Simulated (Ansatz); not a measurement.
A structure file:

```xyz
2
Lattice="2.8872 0.0000 0.0000 0.0000 2.8872 0.0000 0.0000 0.0000 2.8872" Properties=species:S:1:pos:R:3 pbc="T T T"
Al    1.4436    1.4436    1.4436
Ni    0.0000    0.0000    0.0000
```

Describe what this structure looks like.

Formula: AlNi. It belongs to space group Pm-3m (No. 221) and has a primitive cubic lattice. Type of structure: caesium chloride (CsCl, B2) type. One cell contains 1 Al, 1 Ni, 2 atoms in all. The neighbours of Al are eight Ni in a cubic arrangement at 2.50 Å. Ni sits among eight Al in a cubic arrangement at 2.50 Å. The bonds build a three-dimensional framework.

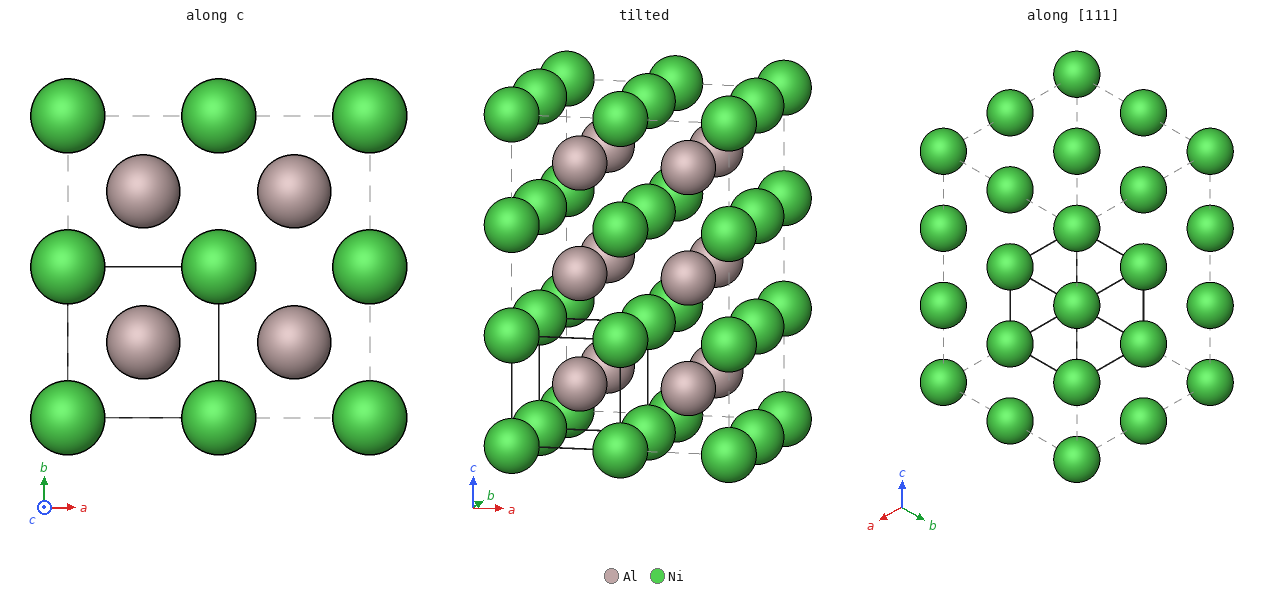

Shown here is a spheres-only view of the crystal, taken along the c axis, slightly off an axis and along [111]. The picture spans 2×2×3 cells, one conventional unit cell being drawn with solid lines. Colours: aluminium light grey, nickel green.

Its origin is a structure listed in the Materials Project. It was relaxed with DFT PBE, scalar-relativistic, plane waves, PAW (Ansatz 0.2.0) under a constraint or pressure on the cell, so some stress remains.
